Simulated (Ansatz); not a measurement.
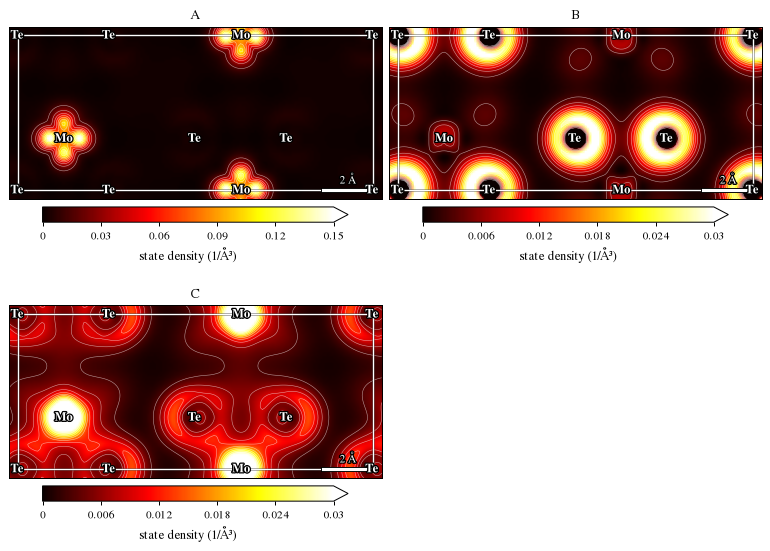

Te₂Mo: densities of the states in three energy windows, on the (110) plane of the conventional cell.

Space group P6_3/mmc; the calculation finds a residual pressure of about 2 GPa at this fixed cell. Spin-orbit coupling, left out here, splits and shifts the levels of such heavy elements, by tenths of an eV up to several eV.

Level of theory: Ansatz, DFT r2SCAN, scalar-relativistic, plane waves, PAW.

In a PAW calculation such maps are meaningful between the atoms, not at the nuclei.

Q: The windows, about the valence-band maximum, are −13.6 to −10.7 eV, −6.2 to 0.0 eV and +0.9 to +1.5 eV. Which panel shows which?

A: Panel A: +0.9 to +1.5 eV, the bottom of the conduction band, mainly Mo 4d (75 %) and Te 5p (25 %).
Panel B: −13.6 to −10.7 eV, a separate group of bands, mainly Te 5s (80 %).
Panel C: −6.2 to 0.0 eV, the whole upper valence band, mainly Te 5p (55 %) and Mo 4d (40 %).
The characters are Löwdin shares on a minimal set of atomic orbitals.
